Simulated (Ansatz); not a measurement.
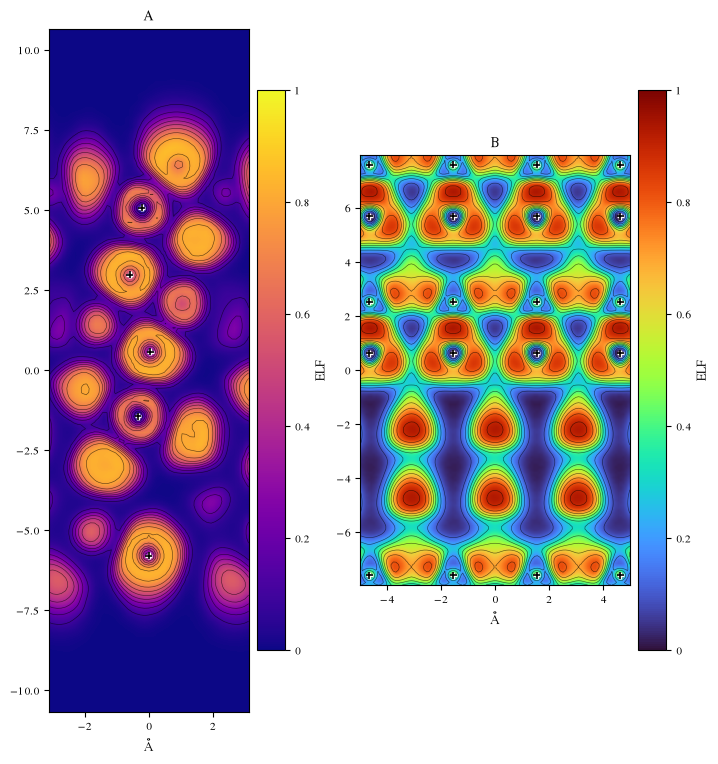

The electron localisation function of 2 systems, each on a plane through atoms (crosses mark nuclei in the plane).

Theory: DFT PBE, scalar-relativistic, plane waves, PAW in Ansatz.

System 1: TiO$_{2}$ (slab), the (100) plane of the calculation cell, a cut from vacuum to vacuum. Computed without spin polarisation.

System 2: SiC, the (100) plane of the conventional cell. Space group P6₃mc.

Question: Which map belongs to which system?

Answer: Panel A is system 1, TiO$_{2}$: the plane holds O and Ti. Panel B is system 2, SiC: the plane holds Si and C. Si–C (1.90 Å): the ELF peaks at about 0.95 between the atoms; a shared electron pair.
